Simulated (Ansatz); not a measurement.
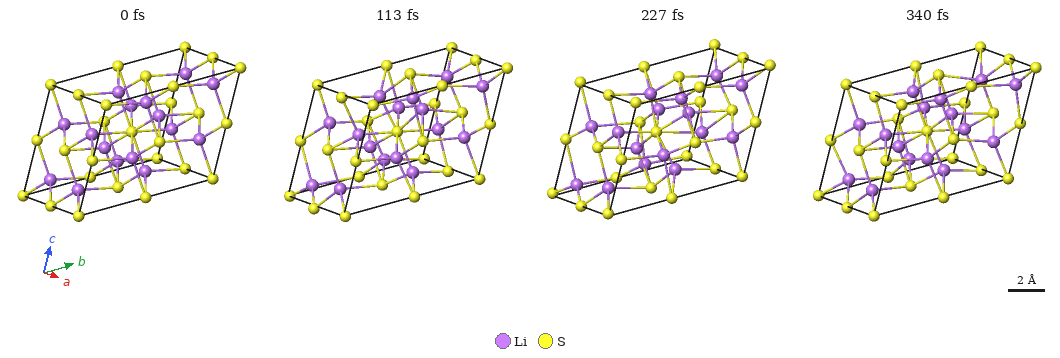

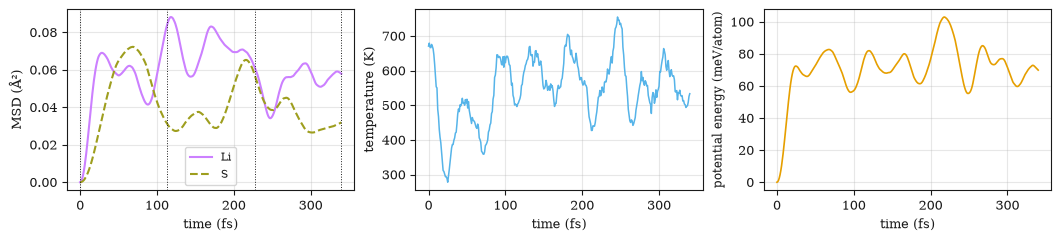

A Born-Oppenheimer molecular dynamics run of a 24-atom cell of Li2S (set up in Fm-3m), 340 fs long. Frames and the history of the run. The picture is a ball-and-stick view of the reduced simulation cell, seen slightly off an axis. Bonds to atoms that aren't drawn are left out. Lengths and directions refer to the drawn axes.

Method: DFT PBE-D3(BJ), scalar-relativistic, plane waves, PAW in Ansatz 0.2.0. Run with plane-wave cutoff 420 eV; k-point mesh 2 × 2 × 2; Fermi-Dirac smearing 0.05 eV; low-accuracy preset; Langevin thermostat (NVT); set temperature 700 K; time step 1 fs; friction 0.005 per fs.

Input
```yaml
accuracy: low
crystal:
  lattice:
    - [0.0, 5.708, 5.708]
    - [5.708, 0.0, 5.708]
    - [5.708, 5.708, 0.0]
  atoms:
    - { symbol: Li, position: [0.125, 0.125, 0.125] }
    - { symbol: Li, position: [0.375, 0.375, 0.375] }
    - { symbol: S, position: [0.0, 0.0, 0.0] }
    - { symbol: Li, position: [0.125, 0.125, 0.625] }
    - { symbol: Li, position: [0.375, 0.375, 0.875] }
    - { symbol: S, position: [0.0, 0.0, 0.5] }
    - { symbol: Li, position: [0.125, 0.625, 0.125] }
    - { symbol: Li, position: [0.375, 0.875, 0.375] }
    - { symbol: S, position: [0.0, 0.5, 0.0] }
    - { symbol: Li, position: [0.125, 0.625, 0.625] }
    - { symbol: Li, position: [0.375, 0.875, 0.875] }
    - { symbol: S, position: [0.0, 0.5, 0.5] }
    - { symbol: Li, position: [0.625, 0.125, 0.125] }
    - { symbol: Li, position: [0.875, 0.375, 0.375] }
    - { symbol: S, position: [0.5, 0.0, 0.0] }
    - { symbol: Li, position: [0.625, 0.125, 0.625] }
    - { symbol: Li, position: [0.875, 0.375, 0.875] }
    - { symbol: S, position: [0.5, 0.0, 0.5] }
    - { symbol: Li, position: [0.625, 0.625, 0.125] }
    - { symbol: Li, position: [0.875, 0.875, 0.375] }
    - { symbol: S, position: [0.5, 0.5, 0.0] }
    - { symbol: Li, position: [0.625, 0.625, 0.625] }
    - { symbol: Li, position: [0.875, 0.875, 0.875] }
    - { symbol: S, position: [0.5, 0.5, 0.5] }
basis:
  ecutwfc: 420.0
kpoints:
  mp_grid: { grid: [2, 2, 2] }
hamiltonian:
  xc: pbe
  dispersion: d3bj
scf:
  occupations: { method: fermi_dirac, width: 0.05 }
  lower_state_search: "off"
md:
  timestep: 1
  n_steps: 340
  ensemble: nvt_langevin
  temperature: 700.0
  initial_velocities: maxwell_boltzmann
  seed: 342180
  friction: 0.005
```

Run as
```bash
ansatz run input.yaml --threads 1 --pin off --max-ram 3072MiB --backend cpu --events-out ev --progress --plain --runs-dir out
```

> Describe the run.

Root-mean-square distances from the starting positions over the second half, with the common drift of all atoms taken out: Li 0.24 Å, S 0.20 Å. That is small against the typical shortest distance between atoms in the first frame, about 2.5 Å: the atoms vibrate about their sites and the arrangement holds. The mean temperature in the second half is 570 K (standard deviation 75 K). The potential energy in the second half lies on average 74.6 meV per atom above the first frame.

Limits of the set-up: the program's low-accuracy preset was used.
